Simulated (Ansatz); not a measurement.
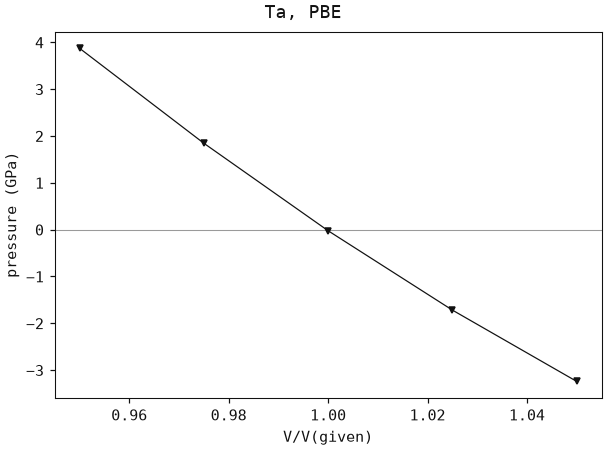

The picture above shows the pressure against V/V(given) for Ta, space group Fd-3m (No. 227).

Cell as given: a = 4.318 Å, b = 4.318 Å, c = 4.318 Å, α = 60.00°, β = 60.00°, γ = 60.00°; 2 atoms.

Calculation (Ansatz 0.2.0): periodic Kohn-Sham DFT of a crystal at fixed atoms, scaled to the stated factor times the given cell; pressure positive in compression. Level: PBE.

method frozen-core PAW; relativity scalar; k mesh 9×9×9; occupations Fermi–Dirac; smearing width 0.03 eV; wave cutoff 420 eV; PAW set soft_2.

V(given) is 28.46 Å³/atom.

### How does the pressure vary with V/V(given)?

It falls from 3.874 GPa at V/V(given) 0.950 to −3.241 GPa at 1.050, and changes sign near 1.000.

### What does the calculation give for the volume at zero pressure from a fit of the pressures?

28.5 Å³/atom.

Caveats: no spin-orbit coupling on heavy atoms.
